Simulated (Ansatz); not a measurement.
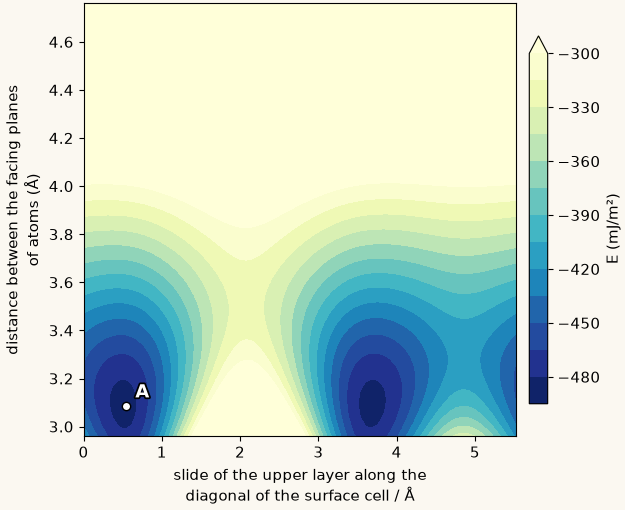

A bilayer of two P sheets (8 atoms in the cell). The upper layer of a bilayer is slid along a line and lifted, both layers rigid. First axis: slide of the upper layer along the diagonal of the surface cell, from P5 above P3. Second axis: distance between the facing planes of atoms. The grid has 8 × 6 points. Points are written as (first, second). Energies: mJ/m², counted from the two layers apart. Method: DFT PBE+D3(BJ), scalar-relativistic, plane waves, PAW in Ansatz. Settings: cutoff 420 eV, k-mesh 8×6×1, gaussian smearing 0.05 eV, no spin polarisation.

In the figure: filled contours, one colour for all values above the top of the scale, the point A. Between grid points the surface is interpolated.

What is the easiest way out of the well at A, and how high is the barrier?

Answer. The easiest path leads from the well at about (0.54 Å, 3.09 Å) to a well of about the same depth at about (3.69 Å, 3.09 Å). Its highest point lies about 70 mJ/m² above the bottom of the first well on the interpolated surface, at about (4.87 Å, 3.29 Å). This is the barrier on the constrained surface; relaxing the other coordinates would change it.

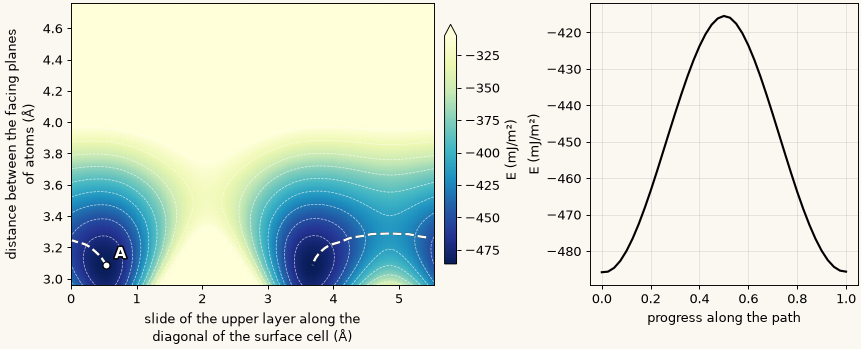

In the figure: a smooth colour map with a few white contour lines, a line along the lowest path, one colour for all values above the top of the scale, the energy along the path at the right. Between grid points the surface is interpolated.
